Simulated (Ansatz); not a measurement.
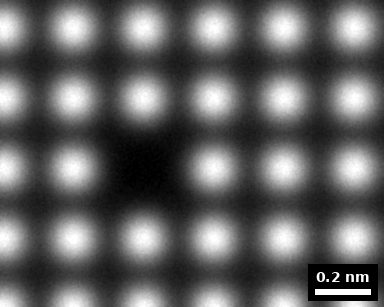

HAADF-like image of Mo (Pm-3m, No. 221) along [001]. The image is simulated as a sum over atoms of Z^1.7, blurred by a 1.30 Å probe (no channelling). The probe carries 25 % of its weight in a tail 2.5 times as wide. The display is stretched by a gamma of 0.8; percentages refer to the linear signal. Shot noise was added.

The sample is 1 repeat (2.6 Å) thick. One point defect was put into the perfect crystal, without relaxing the atoms around it. Brightness is counted from the darkest point of the image. Host structure: the geometry relaxed with DFT, LDA (PW92), plane waves (420 eV) with PAW, scalar-relativistic in Ansatz 0.2.0; the starting structure was generated, so it need not be a known form of this composition.

Where is the defect (in Å from the left and the top edge), and what does its contrast suggest?

At about 5 Å from the left and 6 Å from the top. The column has all but vanished there, which points to a vacancy or a much lighter atom. The column holds 1 atom (Mo) through the sample, and one Mo atom is missing, so its peak vanishes.
